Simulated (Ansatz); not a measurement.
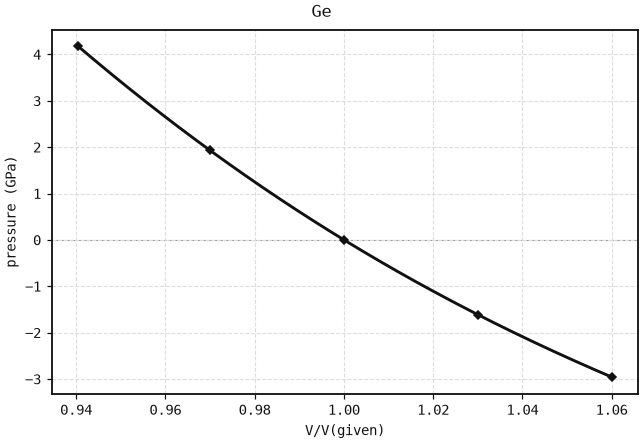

Computed with Ansatz 0.2.0: periodic Kohn-Sham DFT of a crystal at fixed atoms, scaled to the stated factor times the given cell; pressure positive in compression. Level: PBE.

| setting | value |
| --- | --- |
| method | frozen-core PAW |
| relativity | scalar |
| k mesh | 11×11×11 |
| occupations | Fermi–Dirac |
| smearing width | 0.05 eV |
| wave cutoff | 420 eV |
| PAW set | soft_2 |

Structure:
```
CELL_PARAMETERS angstrom
0.00000 2.88070 2.88070
2.88070 0.00000 2.88070
2.88070 2.88070 0.00000
ATOMIC_POSITIONS crystal
Ge 0.00000 0.00000 0.00000
Ge 0.25000 0.25000 0.25000
```

**Figure.** Pressure against V/V(given) for Ge, space group Fd-3m (No. 227).

V(given) is 23.91 Å³/atom.

The pressure falls from 4.173 GPa at V/V(given) 0.941 to −2.956 GPa at 1.060, and changes sign near 1.000. The volume at zero pressure from a fit of the pressures is 23.9 Å³/atom. The bulk modulus from that fit is 59.1 GPa.

Note: small gap, it may come from the mesh.
